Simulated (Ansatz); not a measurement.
## Run report: Nb4As8H, geometry relaxation (part 1 of 3)

System: Nb4As8H (slab, 13 atoms in the cell).
Method: DFT PBEsol, scalar-relativistic, plane waves, PAW, no spin polarisation (Ansatz 0.2.0).

The structure derives from an entry of the Crystallography Open Database. The input holds or restrains some coordinates. Forces given for the steps count only the free coordinates. It belongs to a series of runs on one base structure; here: H put at a hollow Nb-As-As site.

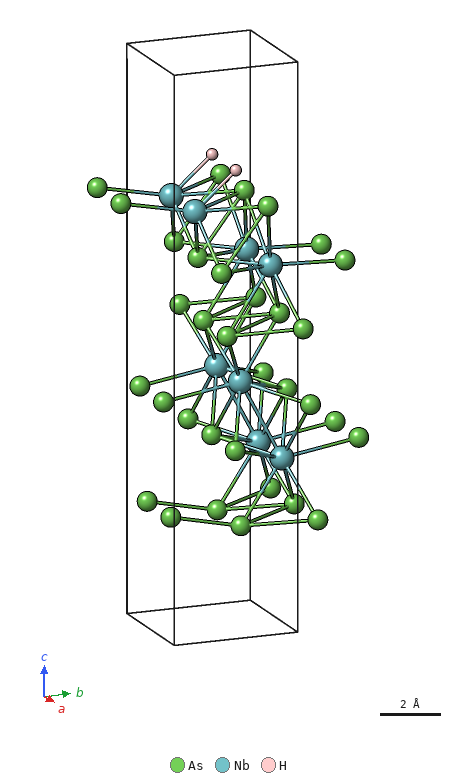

**Figure 1.** The starting structure (ball-and-stick view of the 2 × 1 repeat of the cell, with the vacuum cut short, seen slightly off an axis; bonded neighbours outside the cell are drawn too). An atom can appear more than once, as a periodic image.

**Summary**

```json
{"quantity": "outcome", "value": "converged under the restraints of the input"}
{"quantity": "electrons treated", "value": "173"}
{"quantity": "free energy", "value": "−56505.3427 eV"}
{"quantity": "work function, top face", "value": "5.85 eV"}
{"quantity": "work function, bottom face", "value": "5.45 eV"}
{"quantity": "Fermi energy", "value": "3.428 eV"}
{"quantity": "gap on the k-point mesh", "value": "none (metallic)"}
{"quantity": "final volume", "value": "481.19 Å³"}
{"quantity": "work function (upper face)", "value": "5.85 eV"}
{"quantity": "largest force (length of the vector) at the end, held atoms and coordinates included", "value": "1.475 eV/Å"}
{"quantity": "hardware", "value": "4 threads of AMD EPYC (Zen 5), 32 GiB of memory available, shared host"}
{"quantity": "wall time", "value": "2.4 min (CPU time 9.3 min)"}
{"quantity": "peak memory", "value": "2.1 GiB"}
```

**Remarks**

Warnings of the run: the exchange-correlation potential is rough where the density is thin.

**Input file**
```yaml
crystal:
  lattice:
    - [3.3614136302, 0.0, 0.0]
    - [-1.6807068151, 4.6665806838, 0.0]
    - [0.0, 0.0, 30.6760351336]
  atoms:
    - { symbol: As, position: [0.3339346666, 0.6678693332, 0.2770892641] }
    - { symbol: As, position: [0.074675299, 0.1493505979, 0.2895837578] }
    - { symbol: Nb, position: [0.4855068744, 0.9710137487, 0.3505418126] }
    - { symbol: As, position: [0.7695803228, 0.5391606456, 0.369838955] }
    - { symbol: As, position: [0.0476396083, 0.0952792166, 0.4176250932] }
    - { symbol: Nb, position: [0.3317130568, 0.6634261135, 0.4369222357] }
    - { symbol: As, position: [0.7390745614, 0.4786142639, 0.4969779647] }
    - { symbol: As, position: [0.4769015115, 0.9533595851, 0.511226258] }
    - { symbol: Nb, position: [0.8992989625, 0.7976477425, 0.5742140691] }
    - { symbol: As, position: [0.175228792, 0.3497210158, 0.5762781104] }
    - { symbol: As, position: [0.3469636315, 0.6927284653, 0.6487542775] }
    - { symbol: Nb, position: [0.6202537262, 0.2402714854, 0.6366796194] }
    - { symbol: H, position: [0.7713936631, 0.541909472, 0.6807010397] }
basis:
  ecutwfc: 420
kpoints:
  mp_grid: { grid: [9, 6, 1] }
hamiltonian:
  xc: pbesol
scf:
  occupations: { method: gaussian, width: 0.1 }
output:
  forces: true
  eigenvalues: true
  write_density: true
  write_potential: true
  elf: true
  volumetric_format: npy
relax:
  adjacent_minimum: "off"
  f_tol: 0.03
  max_steps: 70
  constraints: [{ sites: [0, 1, 2, 3, 4, 5] }]
efield:
  axis: 3
  dipole_correction: true
  ramp_width: 0.04
```

Launch command:
```bash
ansatz run input.yaml --threads 4 --pin off --max-ram 10240MiB --backend cpu --events-out ev --progress --plain --runs-dir out
```

**The program's output**
```
Engine: ansatz 0.2.0, x86_64-unknown-linux-gnu
Pseudopotentials: kind: paw
Pseudopotential: As, paw, valence charge 15, recommended cutoff 420 eV (normal), As.paw.azcp
Pseudopotential: Nb, paw, valence charge 13, recommended cutoff 420 eV (normal), Nb.paw.azcp
Pseudopotential: H, paw, valence charge 1, recommended cutoff 420 eV (normal), H.paw.azcp
Functional definition: PBEsol
  exchange = pbesol_x
  correlation = pbesol_c
Crystal: 13 atoms, lattice volume = 481.194 Å³
Basis set: ecut = 420 eV, 9489 PW (Γ), exchange–correlation on 48×72×432 points (8 copies of the dense FFT grid, shifted against one another)
Bands: 104, of which v1, the nominal top of the filled ones, is band 87 counted from 1 (86 counted from 0)
Symmetry: 1 space group operations
Space group: P1 (ITA 1), of the structure as read, at distance tolerance 7.8e-5 Å
k-points: 28 of 54 (time reversal used)
Non-local potential: As, projectors of the file, l = 0: 2, l = 1: 2, l = 2: 3, l = 3: 1
Non-local potential: Nb, projectors of the file, l = 0: 3, l = 1: 2, l = 2: 2, l = 3: 1
Non-local potential: H, projectors of the file, l = 0: 2, l = 1: 1
PAW form: soft (Blöchl's): semilocal exchange-correlation on the pseudo side does not see the compensation charge
PAW frozen core: As, regenerated for the run's functional, and the local potential with it (the file was generated under x = pbe(κ = 0.804, μ = 0.2195149727645171), c = pbe(β = 0.06672455060314922))
PAW frozen core: Nb, regenerated for the run's functional, and the local potential with it (the file was generated under x = pbe(κ = 0.804, μ = 0.2195149727645171), c = pbe(β = 0.06672455060314922))
PAW one-centre angular grid: As, 590 points (default); XC on 64 Gauss nodes
PAW one-centre angular grid: Nb, 590 points (default); XC on 64 Gauss nodes
PAW one-centre angular grid: H, 110 points (default); XC on 64 Gauss nodes
Initial density: superposition of atomic densities (neutral atoms: chi_scale 0, normalization atom), corrected by the library's trained network
Initial wavefunctions: pseudopotential atomic-orbital guess
Functional: x = pbesol(κ = 0.804, μ = 0.12345679012345678), c = pbesol(β = 0.046)
SCF iter   1: F=—  HF=-56505.008084 eV  |F-HF|=—  |Δ(HF+E_count)|=         —  Δρ=6.35e-3  dr2=4.18e0  ethr=1.77e-3  p=0.082 e·Å  D=3.10e-2 V/Å  ΔV_dip=-0.95 eV  dr2_dipole=2.55e0  V_vac-E_F(+/−)=4.57/5.52 eV  ⟨swp⟩=7.5  Hψ=11179  notcnv=0  defer=8
efield: sawtooth ramp at fractional position 0.9589 (placed from the atoms, in the widest stretch of the axis that holds none; the zero of the levels goes with the place), width 0.0400; the density the first Hamiltonian is built on has a dipole p = 0.082 e·Å; the dipole correction subtracts the counter field D = 3.10e-2 V/Å, which shifts the + side's vacuum level by -0.95 eV against the − side's; the planar-averaged density in the ramp window peaks in size at 4.8e-6 e/Å³
preconditioner: auto → LDOS  [metal: Δε(μ)=0.006 eV  Ē_g=7.464 eV  σ=0.100 eV  W_gap=0.04  n_scr=104 (ndim 8)  ℏωp=13.2 eV  f_vac=0.520  D(μ)=7.21/eV (n_scr^D=34)  β→1.0]
SCF iter   2: F=—  HF=-56504.943190 eV  |F-HF|=—  |Δ(HF+E_count)|=   6.49e-2  Δρ=1.92e-3  dr2=4.14e-2  ethr=1.77e-3  p=0.054 e·Å  D=2.02e-2 V/Å  ΔV_dip=-0.62 eV  dr2_dipole=1.63e-5  V_vac-E_F(+/−)=4.82/5.44 eV  ⟨swp⟩=1.5  Hψ=3378  notcnv=0  defer=112
SCF iter   3: F=—  HF=-56504.938436 eV  |F-HF|=—  |Δ(HF+E_count)|=   4.75e-3  Δρ=1.25e-3  dr2=2.90e-2  ethr=2.39e-5  p=0.055 e·Å  D=2.07e-2 V/Å  ΔV_dip=-0.63 eV  dr2_dipole=2.99e-3  V_vac-E_F(+/−)=4.83/5.46 eV  ⟨swp⟩=3.0  Hψ=5805  notcnv=0  defer=278
SCF iter   4: F=—  HF=-56504.932313 eV  |F-HF|=—  |Δ(HF+E_count)|=   6.12e-3  Δρ=2.85e-4  dr2=1.78e-3  ethr=1.68e-5  p=0.052 e·Å  D=1.96e-2 V/Å  ΔV_dip=-0.60 eV  dr2_dipole=2.11e-4  V_vac-E_F(+/−)=4.84/5.44 eV  ⟨swp⟩=2.0  Hψ=4940  notcnv=0  defer=278
SCF iter   5: F=—  HF=-56504.932594 eV  |F-HF|=—  |Δ(HF+E_count)|=   2.81e-4  Δρ=1.17e-4  dr2=2.56e-4  ethr=1.03e-6  p=0.052 e·Å  D=1.95e-2 V/Å  ΔV_dip=-0.60 eV  dr2_dipole=3.79e-5  V_vac-E_F(+/−)=4.85/5.45 eV  ⟨swp⟩=2.0  Hψ=3767  notcnv=0  defer=111
SCF iter   6: F=—  HF=-56504.932593 eV  |F-HF|=—  |Δ(HF+E_count)|=   4.75e-7  Δρ=4.06e-5  dr2=2.37e-5  ethr=1.48e-7  p=0.051 e·Å  D=1.93e-2 V/Å  ΔV_dip=-0.59 eV  dr2_dipole=3.38e-6  V_vac-E_F(+/−)=4.85/5.44 eV  ⟨swp⟩=2.0  Hψ=3392  notcnv=0  defer=111
SCF iter   7: F=-56504.932593 eV  HF=-56504.932592 eV  |F-HF|=5.55e-8  |Δ(HF+E_count)|=   6.08e-7  Δρ=1.49e-5  dr2=2.05e-6  ethr=1.30e-8  p=0.051 e·Å  D=1.92e-2 V/Å  ΔV_dip=-0.59 eV  dr2_dipole=1.11e-8  V_vac-E_F(+/−)=4.86/5.44 eV  ⟨swp⟩=22.2  Hψ=31271  notcnv=0
SCF 1 converged in 7 iterations: F = -56504.932593 eV  dr2 = 2.05e-6
  greatest PAW one-centre occupation: 0.999 electrons in one spin orbital (limit 2), on the As atom at site 9 (counted from 0), in its partial waves of l = 2
relax step   1: F+E_penalty+E_count = -56504.93259251 eV  Δ(F+E_penalty+E_count) = +0.000e0 eV  max|allowed force component| = 1.161e0 eV/Å  Δτ_max = 0.0000 Å  (7 SCF iters, dr2 threshold 2.25e-5 eV, accepted)
Initial density: handed on by an earlier stage of this run
Initial wavefunctions: those handed on with the density
iter 1 solved again at ethr=2.61e-4 eV; its pass at ethr=3.10e-3 eV (dr2=4.51e-1 eV) is discarded
SCF iter   1: F=—  HF=-56505.263790 eV  |F-HF|=—  |Δ(HF+E_count)|=         —  Δρ=8.29e-3  dr2=4.52e-1  ethr=2.61e-4  p=0.051 e·Å  D=1.92e-2 V/Å  ΔV_dip=-0.59 eV  dr2_dipole=5.32e-2  V_vac-E_F(+/−)=4.89/5.48 eV  ⟨swp⟩=1.5  Hψ=9754  notcnv=0  defer=197
efield: sawtooth ramp at fractional position 0.9589 (handed on by an earlier solve), width 0.0400; the density the first Hamiltonian is built on has a dipole p = 0.051 e·Å; the dipole correction subtracts the counter field D = 1.92e-2 V/Å, which shifts the + side's vacuum level by -0.59 eV against the − side's; the planar-averaged density in the ramp window peaks in size at 8.5e-7 e/Å³
preconditioner: auto → LDOS  [metal: Δε(μ)=0.026 eV  Ē_g=7.465 eV  σ=0.100 eV  W_gap=0.15  n_scr=104 (ndim 8)  ℏωp=13.2 eV  f_vac=0.517  D(μ)=5.82/eV (n_scr^D=24)  β→1.0]
SCF iter   2: F=—  HF=-56505.196536 eV  |F-HF|=—  |Δ(HF+E_count)|=   6.73e-2  Δρ=3.68e-3  dr2=2.23e-1  ethr=2.61e-4  p=0.017 e·Å  D=6.51e-3 V/Å  ΔV_dip=-0.20 eV  dr2_dipole=4.61e-2  V_vac-E_F(+/−)=5.24/5.44 eV  ⟨swp⟩=2.6  Hψ=4659  notcnv=0  defer=197
SCF iter   3: F=—  HF=-56505.167789 eV  |F-HF|=—  |Δ(HF+E_count)|=   2.87e-2  Δρ=1.01e-3  dr2=1.62e-2  ethr=1.29e-4  p=0.039 e·Å  D=1.47e-2 V/Å  ΔV_dip=-0.45 eV  dr2_dipole=2.77e-6  V_vac-E_F(+/−)=5.01/5.46 eV  ⟨swp⟩=2.1  Hψ=4037  notcnv=0  defer=245
SCF iter   4: F=—  HF=-56505.165545 eV  |F-HF|=—  |Δ(HF+E_count)|=   2.24e-3  Δρ=3.49e-4  dr2=1.39e-3  ethr=9.35e-6  p=0.036 e·Å  D=1.35e-2 V/Å  ΔV_dip=-0.41 eV  dr2_dipole=1.17e-4  V_vac-E_F(+/−)=5.04/5.46 eV  ⟨swp⟩=3.0  Hψ=4460  notcnv=0  defer=280
SCF iter   5: F=—  HF=-56505.165328 eV  |F-HF|=—  |Δ(HF+E_count)|=   2.17e-4  Δρ=1.04e-4  dr2=2.19e-4  ethr=8.02e-7  p=0.036 e·Å  D=1.35e-2 V/Å  ΔV_dip=-0.41 eV  dr2_dipole=5.69e-5  V_vac-E_F(+/−)=5.04/5.46 eV  ⟨swp⟩=2.7  Hψ=4110  notcnv=0  defer=280
SCF iter   6: F=-56505.165316 eV  HF=-56505.165332 eV  |F-HF|=1.65e-5  |Δ(HF+E_count)|=   3.98e-6  Δρ=3.17e-5  dr2=1.80e-5  ethr=4.87e-8  p=0.036 e·Å  D=1.35e-2 V/Å  ΔV_dip=-0.42 eV  dr2_dipole=3.82e-6  V_vac-E_F(+/−)=5.04/5.46 eV  ⟨swp⟩=20.7  Hψ=30339  notcnv=0
SCF 2 converged in 6 iterations: F = -56505.165316 eV  dr2 = 1.80e-5
[... from here on the iterations of each SCF are left out, up to the last one ...]
  Residual-converged pass: ⟨swp⟩=1.0  Hψ=3024  notcnv=0  max |occ|·‖R‖ = 7.1e-9 eV (tolerance 1.0e-8 eV)  dr2=1.80e-5  dr2_onsite=2.67e-7  max |Δocc| = 3.7e-11
relax step   2: F+E_penalty+E_count = -56505.16531553 eV  Δ(F+E_penalty+E_count) = -2.327e-1 eV  max|allowed force component| = 6.344e-1 eV/Å  Δτ_max = 0.1946 Å  (6 SCF iters, dr2 threshold 8.43e-5 eV, accepted)
efield: sawtooth ramp at fractional position 0.9589 (handed on by an earlier solve), width 0.0400; the density the first Hamiltonian is built on has a dipole p = 0.036 e·Å; the dipole correction subtracts the counter field D = 1.35e-2 V/Å, which shifts the + side's vacuum level by -0.42 eV against the − side's; the planar-averaged density in the ramp window peaks in size at 3.6e-7 e/Å³
preconditioner: auto → LDOS  [metal: Δε(μ)=0.007 eV  Ē_g=7.442 eV  σ=0.100 eV  W_gap=0.04  n_scr=104 (ndim 8)  ℏωp=13.2 eV  f_vac=0.517  D(μ)=5.78/eV (n_scr^D=24)  β→1.0]
SCF 3 converged in 6 iterations: F = -56505.278853 eV  dr2 = 1.16e-5
relax step   3: F+E_penalty+E_count = -56505.27885305 eV  Δ(F+E_penalty+E_count) = -1.135e-1 eV  max|allowed force component| = 2.888e-1 eV/Å  Δτ_max = 0.1950 Å  (6 SCF iters, dr2 threshold 2.52e-5 eV, accepted)
efield: sawtooth ramp at fractional position 0.9589 (handed on by an earlier solve), width 0.0400; the density the first Hamiltonian is built on has a dipole p = 0.008 e·Å; the dipole correction subtracts the counter field D = 2.96e-3 V/Å, which shifts the + side's vacuum level by -0.09 eV against the − side's; the planar-averaged density in the ramp window peaks in size at 9.9e-7 e/Å³
preconditioner: auto → LDOS  [metal: Δε(μ)=0.013 eV  Ē_g=7.415 eV  σ=0.100 eV  W_gap=0.08  n_scr=104 (ndim 8)  ℏωp=13.2 eV  f_vac=0.514  D(μ)=5.44/eV (n_scr^D=22)  β→1.0]
SCF 4 converged in 6 iterations: F = -56505.317148 eV  dr2 = 1.92e-6
relax step   4: F+E_penalty+E_count = -56505.31714768 eV  Δ(F+E_penalty+E_count) = -3.829e-2 eV  max|allowed force component| = 2.278e-1 eV/Å  Δτ_max = 0.1952 Å  (6 SCF iters, dr2 threshold 1.73e-5 eV, accepted)
efield: sawtooth ramp at fractional position 0.9589 (handed on by an earlier solve), width 0.0400; the density the first Hamiltonian is built on has a dipole p = -0.009 e·Å; the dipole correction subtracts the counter field D = -3.31e-3 V/Å, which shifts the + side's vacuum level by +0.10 eV against the − side's; the planar-averaged density in the ramp window peaks in size at 1.3e-6 e/Å³
preconditioner: auto → LDOS  [metal: Δε(μ)=0.023 eV  Ē_g=7.395 eV  σ=0.100 eV  W_gap=0.13  n_scr=104 (ndim 8)  ℏωp=13.2 eV  f_vac=0.513  D(μ)=5.55/eV (n_scr^D=24)  β→1.0]
SCF 5 converged in 6 iterations: F = -56505.331941 eV  dr2 = 4.92e-6
relax step   5: F+E_penalty+E_count = -56505.33194090 eV  Δ(F+E_penalty+E_count) = -1.479e-2 eV  max|allowed force component| = 9.991e-2 eV/Å  Δτ_max = 0.1537 Å  (6 SCF iters, dr2 threshold 1.08e-5 eV, accepted)
efield: sawtooth ramp at fractional position 0.9589 (handed on by an earlier solve), width 0.0400; the density the first Hamiltonian is built on has a dipole p = -0.020 e·Å; the dipole correction subtracts the counter field D = -7.62e-3 V/Å, which shifts the + side's vacuum level by +0.23 eV against the − side's; the planar-averaged density in the ramp window peaks in size at 1.3e-6 e/Å³
preconditioner: auto → LDOS  [metal: Δε(μ)=0.028 eV  Ē_g=7.394 eV  σ=0.100 eV  W_gap=0.15  n_scr=104 (ndim 8)  ℏωp=13.2 eV  f_vac=0.513  D(μ)=5.67/eV (n_scr^D=24)  β→1.0]
SCF 6 converged in 7 iterations: F = -56505.339183 eV  dr2 = 1.11e-7
relax step   6: F+E_penalty+E_count = -56505.33918329 eV  Δ(F+E_penalty+E_count) = -7.242e-3 eV  max|allowed force component| = 8.094e-2 eV/Å  Δτ_max = 0.1960 Å  (7 SCF iters, dr2 threshold 1.92e-6 eV, accepted)
efield: sawtooth ramp at fractional position 0.9589 (handed on by an earlier solve), width 0.0400; the density the first Hamiltonian is built on has a dipole p = -0.030 e·Å; the dipole correction subtracts the counter field D = -1.12e-2 V/Å, which shifts the + side's vacuum level by +0.34 eV against the − side's; the planar-averaged density in the ramp window peaks in size at 1.2e-6 e/Å³
preconditioner: auto → LDOS  [metal: Δε(μ)=0.032 eV  Ē_g=7.397 eV  σ=0.100 eV  W_gap=0.18  n_scr=104 (ndim 8)  ℏωp=13.2 eV  f_vac=0.513  D(μ)=5.77/eV (n_scr^D=24)  β→1.0]
SCF 7 converged in 7 iterations: F = -56505.341854 eV  dr2 = 1.79e-7
  Residual-converged pass: ⟨swp⟩=1.0  Hψ=3025  notcnv=0  max |occ|·‖R‖ = 7.0e-9 eV (tolerance 1.0e-8 eV)  dr2=1.79e-7  dr2_onsite=1.67e-9  max |Δocc| = 1.5e-10
```
